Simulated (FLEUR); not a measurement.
System: CoSi₂, space group Fm-3m (No. 225).

The given structure:
```yaml
crystal:
  lattice:
    - [0.00000, 2.67800, 2.67800]
    - [2.67800, 0.00000, 2.67800]
    - [2.67800, 2.67800, 0.00000]
  atoms:
    - { symbol: Co, position: [0.00000, 0.00000, 0.00000] }
    - { symbol: Si, position: [0.75000, 0.75000, 0.75000] }
    - { symbol: Si, position: [0.25000, 0.25000, 0.25000] }
```

Calculation (FLEUR MaX-R8.1 (later development tree)): all-electron LAPW DFT, collinear spins; energies at scaled volumes of the given cell, shape and fractions fixed, counted from the fit's minimum, third-order Birch-Murnaghan fit. Level: SCAN, collinear spin.

k mesh 9×9×9; occupations Fermi–Dirac; smearing width 0.05 eV; potentials all electron; program settings basis FLAPW, kmax 5.3 1/bohr.

Describe the result: the energy against volume. The volume takes the values 12.04, 12.29, 12.80, 13.32, 13.57 Å³/atom.

A third-order Birch–Murnaghan fit gives V0 = 12.42 Å³/atom, B0 = 197 GPa and B′ = 4.6. The energy is 7.74 meV/atom at volume 12.04 Å³/atom and 55.78 meV/atom at 13.57 Å³/atom; the lowest computed point is at volume 12.29 Å³/atom (0.83 meV/atom), and no other minimum shows among the points.

```csv
volume (Å³/atom),energy (meV/atom)
12.04,7.74
12.29,0.83
12.80,6.90
13.32,34.96
13.57,55.78
```

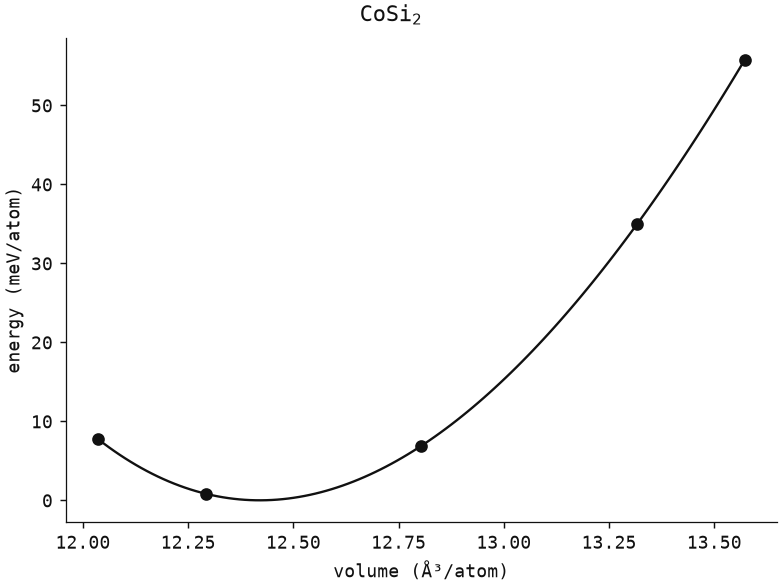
